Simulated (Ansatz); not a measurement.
C (slab)

The calculation's input:

```
crystal:
  lattice:
    - [2.4558472513, 0.0, 0.0]
    - [-1.2279236257, 2.1268261075, 0.0]
    - [0.0, 0.0, 49.1424379057]
  atoms:
    - { symbol: C, position: [0.6666666667, 0.3333333333, 0.152617581] }
    - { symbol: C, position: [0.3333333333, 0.6666666667, 0.1526191323] }
    - { symbol: C, position: [0.6666666667, 0.3333333333, 0.2244316482] }
    - { symbol: C, position: [0.0, 0.0, 0.224430097] }
    - { symbol: C, position: [0.3333333333, 0.6666666667, 0.2960342595] }
    - { symbol: C, position: [0.6666666667, 0.3333333333, 0.2960306978] }
    - { symbol: C, position: [0.6666666667, 0.3333333333, 0.4641969135] }
    - { symbol: C, position: [0.3333333333, 0.6666666667, 0.4642004752] }
    - { symbol: C, position: [0.3333333333, 0.6666666667, 0.5357995248] }
    - { symbol: C, position: [0.0, 0.0, 0.5358010761] }
    - { symbol: C, position: [0.6666666667, 0.3333333333, 0.6076120407] }
    - { symbol: C, position: [0.3333333333, 0.6666666667, 0.607613592] }
    - { symbol: C, position: [0.0, 0.0, 0.6792162033] }
    - { symbol: C, position: [0.3333333333, 0.6666666667, 0.6792126416] }
    - { symbol: C, position: [0.3333333333, 0.6666666667, 0.8473788572] }
    - { symbol: C, position: [0.0, 0.0, 0.847382419] }
basis:
  ecutwfc: 500
kpoints:
  mp_grid: { grid: [15, 15, 1] }
hamiltonian:
  xc: r2scan
scf:
  occupations: { method: gaussian, width: 0.1 }
output:
  forces: true
  eigenvalues: true
  write_density: true
  write_potential: true
  elf: true
  volumetric_format: npy
relax:
  adjacent_minimum: "off"
  f_tol: 0.02
  max_steps: 60
efield:
  axis: 3
  dipole_correction: true
  ramp_width: 0.04
```

Command:

```sh
ansatz run input.yaml --threads 2 --pin off --max-ram 5120MiB --backend cpu --events-out ev --progress --plain --runs-dir out
```

Method: Ansatz, DFT r2SCAN, scalar-relativistic, plane waves, PAW.

In a PAW calculation such maps are meaningful between the atoms, not at the nuclei.

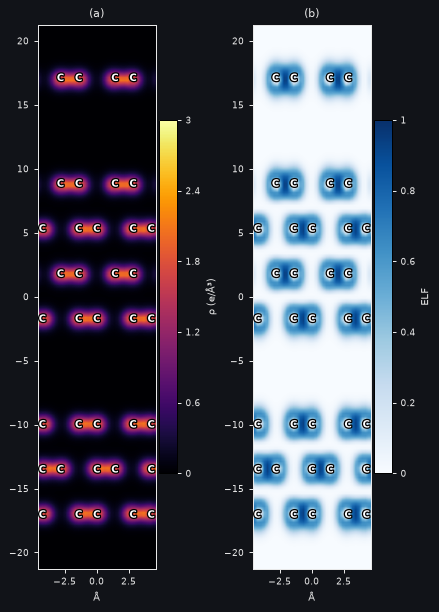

Figure 1. (a) valence charge density (pseudo); (b) ELF on the (110) plane of the calculation cell, a cut from vacuum to vacuum.

### What does the map show?

The section cuts through C sites. C–C (1.42 Å): the density is about 2.1 e/Å³ at the midpoint; the ELF peaks at about 0.95 between the atoms. The density dies away to nearly zero in the vacuum.

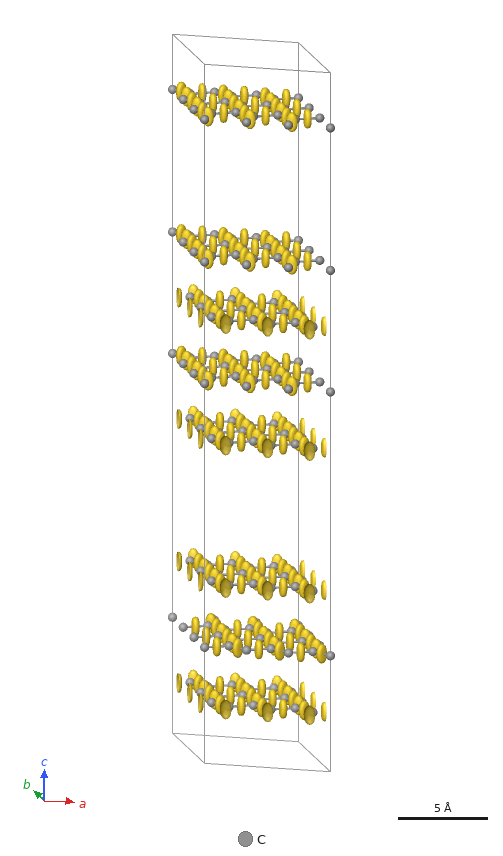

Figure 2. Isosurface of the electron localisation function at 0.85 (yellow), seen slightly off an axis. Core shells and regions of very low density are left out. Sticks mark near contacts.

### What do the ELF domains correspond to?

The ELF exceeds this value in 24 regions between bonded C–C atoms, counted in one cell of 16 atoms. Counts are for one cell; the picture repeats the cell along the surface.

### Does the calculation make it a metal, or give it a gap?

It is gapless in this calculation (a metal or semimetal).
